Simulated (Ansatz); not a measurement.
```
C O
1.0
     4.25355    0.00000    0.00000
    -2.12678    3.68368    0.00000
     0.00000    0.00000   27.19047
C O
19 1
Direct
  0.66667 0.33333 0.31261
  0.00000 0.00000 0.31261
  0.33333 0.66667 0.31261
  0.33333 0.33333 0.31261
  0.66667 0.00000 0.31261
  0.00000 0.66667 0.31261
  0.66667 0.33333 0.44194
  0.00000 0.00000 0.44194
  0.33333 0.66667 0.44194
  0.66667 0.66667 0.44194
  0.00000 0.33333 0.44194
  0.33333 0.00000 0.44194
  0.66664 0.33333 0.57147
  0.00000 0.99998 0.57147
  0.33336 0.66669 0.57147
  0.33336 0.33333 0.57148
  0.66664 0.99998 0.57148
  0.00000 0.66669 0.57148
  0.00000 0.33333 0.69607
  0.00000 0.33333 0.73751
```

Method: DFT r2SCAN, scalar-relativistic, plane waves, PAW (Ansatz).

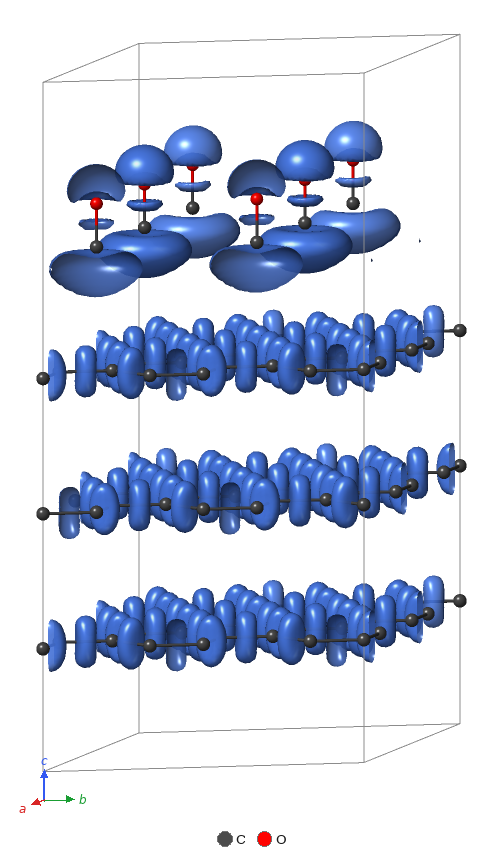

C₁₉O (slab). Isosurface of the electron localisation function at 0.8 (blue), seen slightly off an axis. Only the valence region is drawn (cores and ρ < 0.01 e/Å³ removed). Sticks mark near contacts.

Core electrons are frozen (PAW), and the valence fields are smoothed inside the atomic spheres.

### Identify the bonds, lone pairs and shells in this picture.

At this value the surface marks out 27 regions between bonded C–C atoms (shared pairs), one region between bonded C–O atoms (shared pairs), one lobe on C, pointing away from the bonds (lone pairs) and one lobe on O, pointing away from the bonds (lone pairs, which may merge into one lobe), counted in one cell of 20 atoms. Counts are for one cell; the picture repeats the cell along the surface. Profiles from the grid: C–O (1.13 Å): the ELF peaks at about 0.85 between the atoms (inside overlapping PAW spheres, so only a guide) (a multiple bond). C–C (1.42 Å): the ELF peaks at about 0.95 between the atoms; localised, covalent bonding.
